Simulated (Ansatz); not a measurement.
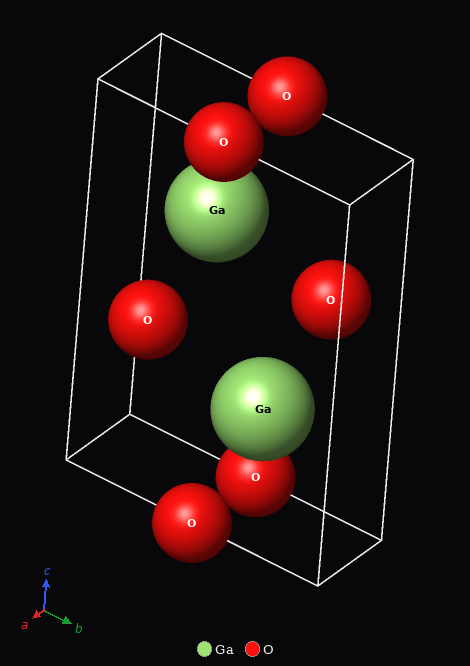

Spheres-only representation of a periodic structure, projected slightly off an axis. The frame is the cell (the run's own, in a reduced setting); atoms at its boundary are shown with their periodic copies.

```yaml
crystal:
  lattice:
    - [2.93895, 0.00000, 0.00000]
    - [0.00000, -3.92625, 0.00000]
    - [-1.46947, 1.96312, -4.64257]
  atoms:
    - { symbol: Ga, position: [0.34575, 0.34575, 0.69149] }
    - { symbol: Ga, position: [0.65425, 0.65425, 0.30851] }
    - { symbol: O, position: [0.00000, 0.50000, 0.00000] }
    - { symbol: O, position: [0.30100, 0.80100, 0.60199] }
    - { symbol: O, position: [0.69900, 0.19900, 0.39801] }
```

Results below were computed with DFT PBE, scalar-relativistic, plane waves, PAW in Ansatz; the settings were an energy cutoff of 420 eV, k-points about 0.22 Å⁻¹ apart, Gaussian smearing of 0.02 eV, no spin polarisation.

List the Bader charges.

Answer. Ga +1.89 e; O -1.26 e. The transfer is large, as in an ionic solid.

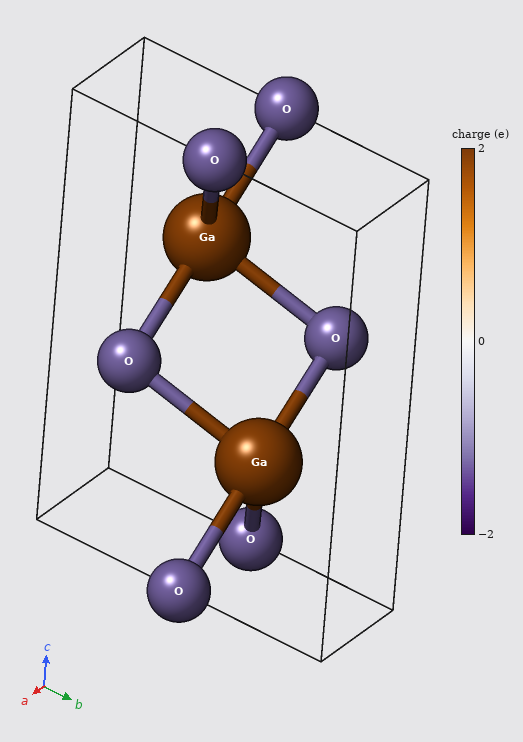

The atoms coloured by those charges.

It goes back to a structure type filled with these elements by a generator (whether the compound takes this form wasn't checked). Earlier steps of the study may have refined or changed the cell and positions. An electronic-structure calculation with Ansatz was run on it.
